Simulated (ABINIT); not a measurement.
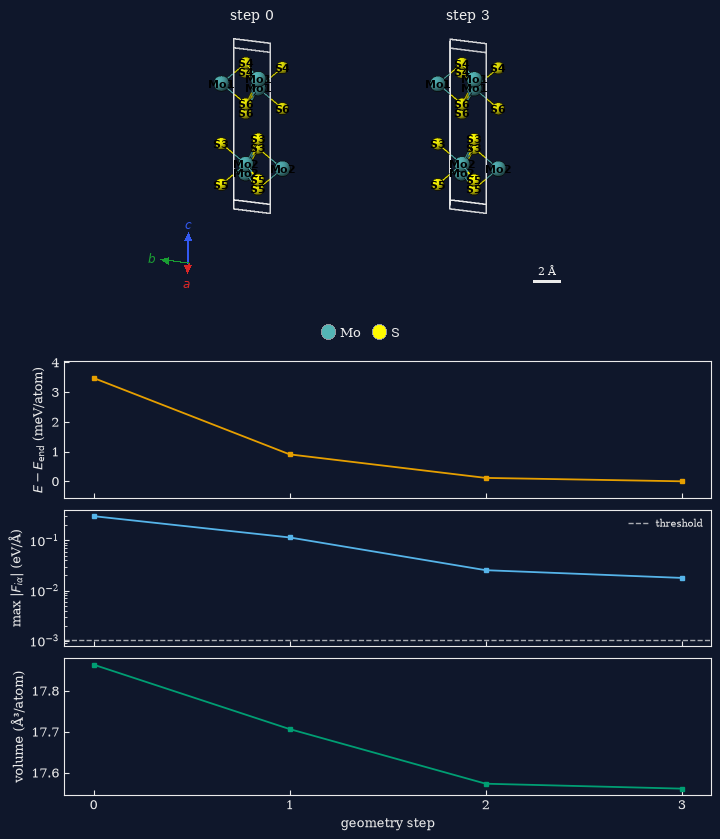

First and last geometry of a relaxation of a crystal of MoS₂ (set up in P6_3/mmc), with the history of the run. Style: ball-and-stick. Shown: the cell of the calculation, from a free direction.

The run lets cell and atoms move.

Computed with Kohn-Sham DFT of a periodic cell, PBEsol, PseudoDojo NC SR PBEsol v0.4.1 standard in ABINIT 10.8.3.

Input
```
# Pseudopotentials
pp_dirpath "./"
pseudos "Mo.upf, S.upf"

# Structure
acell 5.9885420889 5.988542089 23.2889847599
rprim
     1.0000000000     0.0000000000     0.0000000000
    -0.5000000000     0.8660254038     0.0000000000
     0.0000000000     0.0000000000     1.0000000000
ntypat 2
znucl 42 16
natom 6
typat 1 1 2 2 2 2
chkprim 0
chksymtnons 0
tolsym 1.0e-6
xred
            2/3            1/3            3/4
            1/3            2/3            1/4
            2/3            1/3   0.3770000000
            1/3            2/3   0.8770000000
            2/3            1/3   0.1230000000
            1/3            2/3   0.6230000000

# Plane-wave basis
ecut 40.0
ecutsm 0.5

# k points
kptopt 1
ngkpt 8 8 2
nshiftk 1
shiftk 0.0 0.0 0.0

# Exchange and correlation
ixc -116133

# Bands and occupations
nband 32
occopt 3
tsmear 0.05 eV

# SCF cycle
nstep 80
tolvrs 1.0e-12

# Output
iomode 3
prteig 0
prtebands 0
prtwf 0
prtden 0

# Relaxation
ionmov 2
optcell 2
ntime 50
tolmxf 2.0e-5
dilatmx 1.08
```

Launched with:
```bash
abinit run.abi > log 2>&1
```

Q: Read the history and describe the run.

A: The run was cut off at its time limit before the relaxation converged, so the last structure is only a point on the way. The largest moves relative to the cell, 0.005 Å, are those of S3, S4, S5 and S6. S3 goes along −c. Mo stays in place. The volume changes by −1.7 %, with a = b 3.169 → 3.146 Å (−0.7 %), c 12.324 → 12.294 Å (−0.2 %). Among the contacts that change: Mo1–S4 2.408 → 2.392 Å. The space group stays P6_3/mmc (No. 194). After 3 geometry steps the energy has fallen by 3.5 meV per atom. Largest force component: 0.3 eV/Å at the start, 0.018 eV/Å at the end. Pressure: −2.89 GPa at the start and 0.17 GPa at the end. The run took 25 min on 1 thread of Arm Neoverse V1, on a shared host, peak memory 0.23 GiB.

Limits of the set-up: layers or molecules are held without a dispersion correction, so their spacing is unreliable.
